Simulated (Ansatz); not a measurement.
A periodic structure is given below.

```cif
data_structure
_symmetry_space_group_name_H-M 'P 1'
_symmetry_Int_Tables_number 1
_cell_length_a 5.3037
_cell_length_b 5.3037
_cell_length_c 5.3037
_cell_angle_alpha 90.000
_cell_angle_beta 90.000
_cell_angle_gamma 90.000
_cell_volume 149.18
loop_
_atom_site_label
_atom_site_type_symbol
_atom_site_fract_x
_atom_site_fract_y
_atom_site_fract_z
_atom_site_occupancy
Ca1 Ca 0.00000 0.00000 0.00000 1
F1 F 0.25000 0.25000 0.75000 1
F2 F 0.25000 0.75000 0.75000 1
Ca2 Ca 0.00000 0.50000 0.50000 1
F3 F 0.25000 0.75000 0.25000 1
F4 F 0.25000 0.25000 0.25000 1
Ca3 Ca 0.50000 0.00000 0.50000 1
F5 F 0.75000 0.25000 0.25000 1
F6 F 0.75000 0.75000 0.25000 1
Ca4 Ca 0.50000 0.50000 0.00000 1
F7 F 0.75000 0.75000 0.75000 1
F8 F 0.75000 0.25000 0.75000 1
```

Q: What would you see if this were drawn?

A: Composition: CaF2. The atoms follow space group Fm-3m (No. 225); the Bravais lattice is face-centred cubic. The structure type is fluorite (CaF₂ type). With Z = 4, the cell contains 4 Ca, 8 F. The polyhedra are CaF8 cubes; they share edges. Each Ca has eight F in a cubic arrangement at 2.30 Å. The coordination shell of F holds four Ca in a tetrahedral arrangement at 2.30 Å. The bonds build a three-dimensional framework.

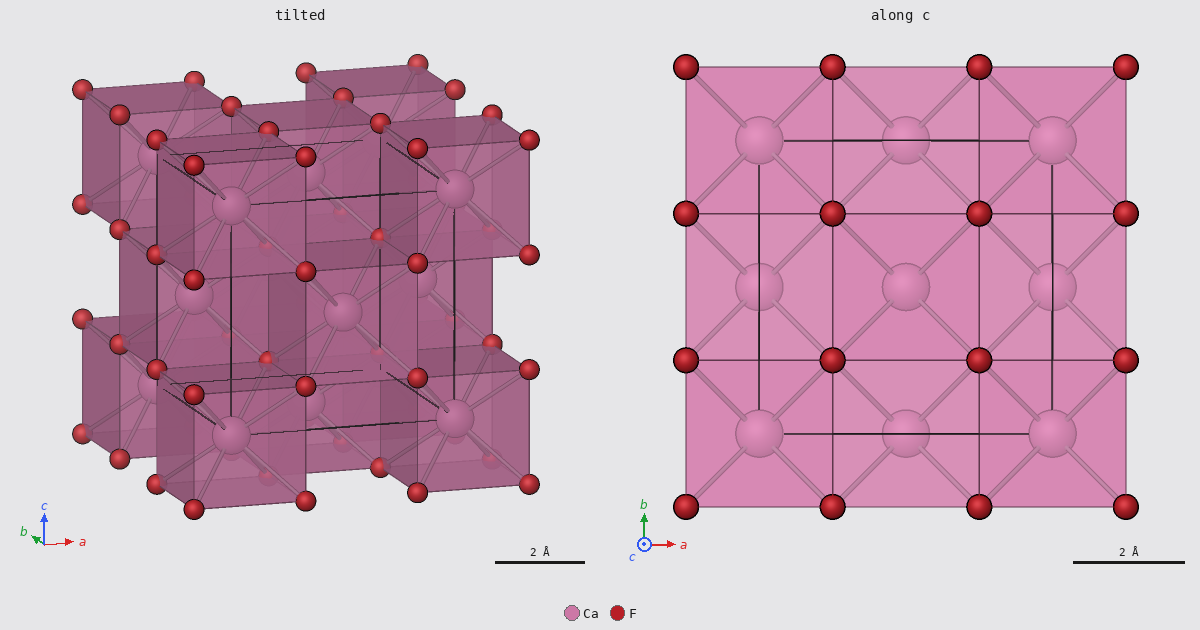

Polyhedral model, viewed slightly off an axis and along the c axis. One conventional unit cell is framed, with atoms on its boundary repeated. Some neighbours outside the box are added.

The starting point was a structure listed in the Materials Project. It was relaxed with Ansatz 0.2.0, DFT r2SCAN, scalar-relativistic, plane waves, PAW under a constraint or pressure on the cell, so some stress remains.

At this level of theory the cell isn't at rest (compressed, at 8 GPa), so its distances can differ from those at equilibrium, the more so the softer the solid.
